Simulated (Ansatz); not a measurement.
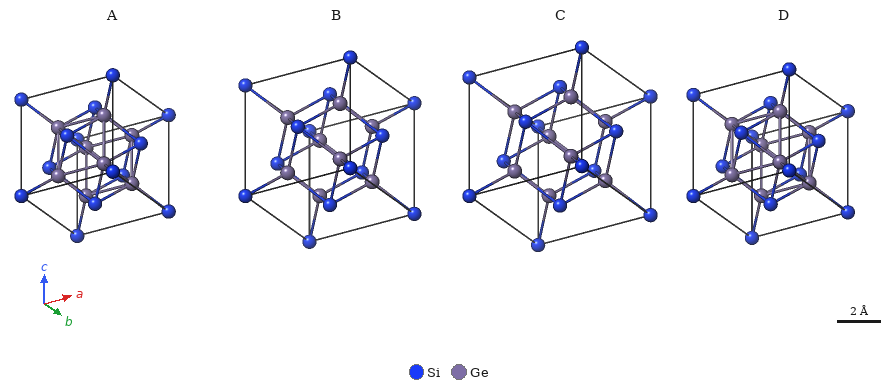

4 geometries from one relaxation of crystalline SiGe2 (a generated structure, set up in Fm-3m) (coarse preliminary run), in shuffled order. Style: ball-and-stick. Shown: the conventional cell (4 times the calculation's cell), from a free direction. Lengths and directions refer to the drawn axes.

Computed with Ansatz, DFT PBE, scalar-relativistic, plane waves, PAW. (plane-wave cutoff 420 eV; k-point mesh 6 × 6 × 6; occupations gaussian; smearing width 0.1 eV; no spin polarisation; cell and atoms relaxed; force threshold 0.04 eV/Å; at most 70 steps)

Q: Order the frames from highest to lowest energy.

A: A, D, B, C. They are steps 0, 1, 3, 10, at +7.213 eV per cell of the calculation, +3.774 eV per cell of the calculation, +0.670 eV per cell of the calculation relative to the last. Over 8 accepted moves (10 points after the start) the energy falls by 7.213 eV per cell of the calculation. All forces vanish by symmetry, so only the cell relaxes. Pressure: 144.72 GPa at the start and 0.07 GPa at the end. At 2 points the geometry stayed and the basis and grid were re-selected for the new cell (energy shift of 0.298 eV per cell of the calculation at most each time). The atoms keep their places relative to the cell (all moves are under 0.005 Å). Cell: a = b = c 5.064 → 6.230 Å (+23.0 %). Volume +86.2 %. Some distances before and after: Ge–Ge 2.532 → 3.115 Å, Ge–Si 2.193 → 2.698 Å. The space group stays Fm-3m (No. 225). Cost: 11 s on 1 thread of Arm Neoverse V1 (shared host), peak memory 0.32 GiB.
